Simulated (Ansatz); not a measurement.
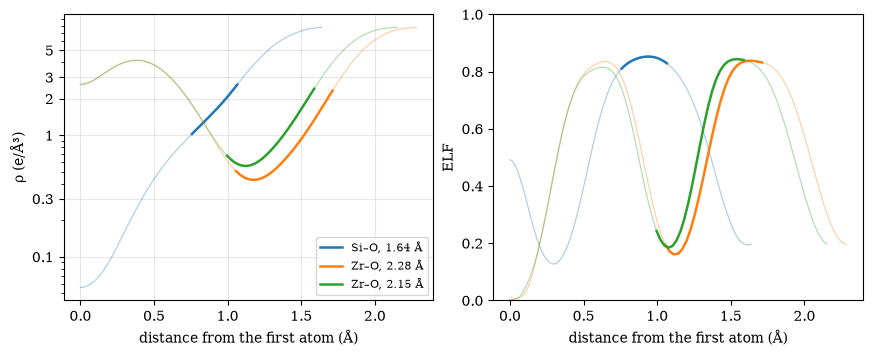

ZrSiO₄. Valence electron density and ELF along straight lines between neighbouring atoms. Thin, pale parts lie inside the atomic spheres.

Space group I4₁/amd; a structure from a database of computed crystals, not necessarily the ambient phase.

Level of theory: DFT PBE, scalar-relativistic, plane waves, PAW in Ansatz 0.2.0.

Core electrons are frozen (PAW), and the valence fields are smoothed inside the atomic spheres.

The calculation's input:

```
crystal:
  lattice:
    - [-3.3099207021, 3.3099207021, 2.9976661022]
    - [3.3099207021, -3.3099207021, 2.9976661022]
    - [3.3099207021, 3.3099207021, -2.9976661022]
  atoms:
    - { symbol: Zr, position: [0.0, 0.0, 0.0] }
    - { symbol: Zr, position: [0.75, 0.25, 0.5] }
    - { symbol: Si, position: [0.5, 0.5, 0.0] }
    - { symbol: Si, position: [0.25, 0.75, 0.5] }
    - { symbol: O, position: [0.13667733, 0.32070008, 0.81597725] }
    - { symbol: O, position: [0.07070008, 0.75472283, 0.68402275] }
    - { symbol: O, position: [0.07070008, 0.38667733, 0.31597725] }
    - { symbol: O, position: [0.50472283, 0.32070008, 0.18402275] }
    - { symbol: O, position: [0.67929992, 0.49527717, 0.81597725] }
    - { symbol: O, position: [0.61332267, 0.92929992, 0.68402275] }
    - { symbol: O, position: [0.24527717, 0.92929992, 0.31597725] }
    - { symbol: O, position: [0.67929992, 0.86332267, 0.18402275] }
basis:
  ecutwfc: 420
kpoints:
  mp_grid: { grid: [6, 6, 6] }
hamiltonian:
  xc: pbe
scf:
  occupations: { method: gaussian, width: 0.02 }
output:
  forces: true
  stress: true
  eigenvalues: true
  write_density: true
  write_potential: true
  elf: true
  volumetric_format: npy
relax:
  adjacent_minimum: "off"
  f_tol: 0.005
  max_steps: 80
  cell: { stress_tol: 0.05 }
```

Launched as:

```sh
ansatz run input.yaml --threads 8 --pin off --max-ram 16384MiB --backend cpu --events-out ev --progress --plain --runs-dir out
```

Below, planes, directions and counts refer to the conventional cell (a = 6.68 Å, b = 6.68 Å, c = 6.02 Å, α = 90.00°, β = 90.00°, γ = 90.00°).

The fields are those of the relaxed geometry.

Question: What can be read from the curves?

Answer: Si–O (1.64 Å): ρ is about 1.2 e/Å³ halfway; the ELF peaks at about 0.85 between the atoms; a shared but strongly polarised pair.
Zr–O (2.28 Å): the density is about 0.44 e/Å³ at the midpoint; the ELF peaks at about 0.85 in the valence shell of O, 0.7 Å from its nucleus, and drops to about 0.15 between the two atoms: no localised pair shows between them.
Zr–O (2.15 Å): ρ is about 0.57 e/Å³ halfway; the ELF peaks at about 0.85 in the valence shell of O, 0.6 Å from its nucleus, and drops to about 0.20 between the two atoms (no shared electron pair shows on this line).
